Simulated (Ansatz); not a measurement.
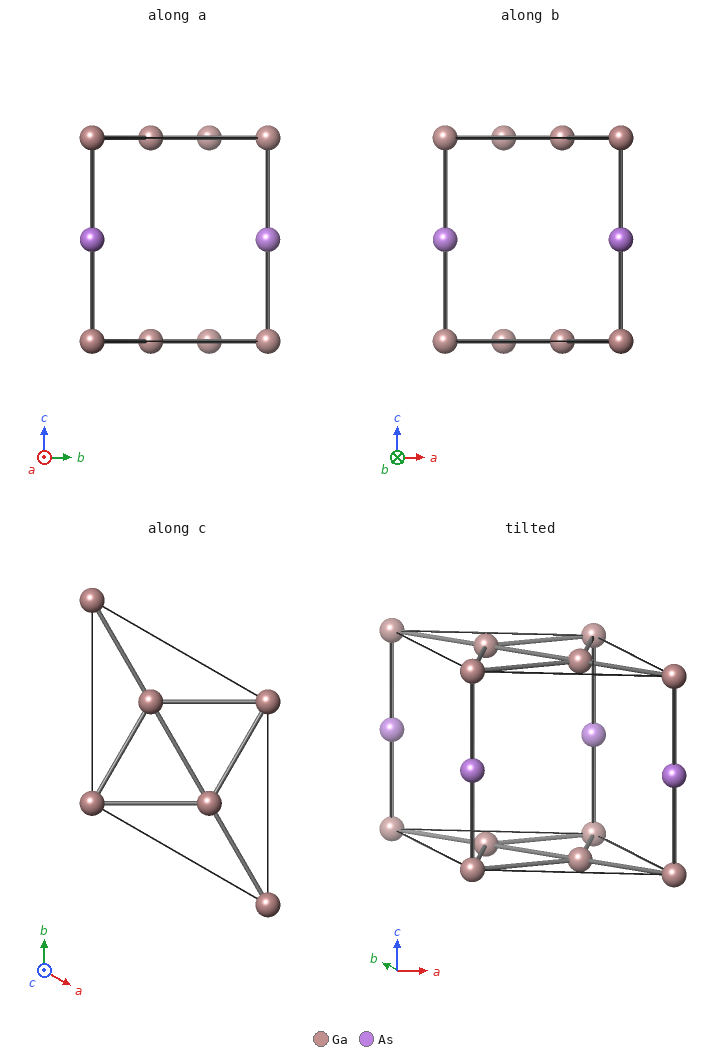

Ball-and-stick drawing of the structure, looking along the a axis, along the b axis, along the c axis and slightly off an axis. The conventional unit cell is outlined; an atom on or near a face, edge or corner is repeated at each equivalent position.

Lattice parameters: a = 4.908 Å, b = 4.908 Å, c = 4.917 Å, α = 90.00°, β = 90.00°, γ = 120.00°. Put a along x and b in the xy plane.

Q: Put the structure into a POSCAR file.

A:
```
Ga As
1.0
     4.908    0.000    0.000
    -2.454    4.250    0.000
     0.000    0.000    4.917
Ga As
3 1
Direct
  0.3333 0.6667 0.0000
  0.6667 0.3333 0.0000
  0.0000 0.0000 0.0000
  0.0000 0.0000 0.5000
```

It goes back to a random cell made by a generator, so it need not be a real form of the compound. Atoms and cell were optimised with DFT PBE, scalar-relativistic, plane waves, PAW in Ansatz.
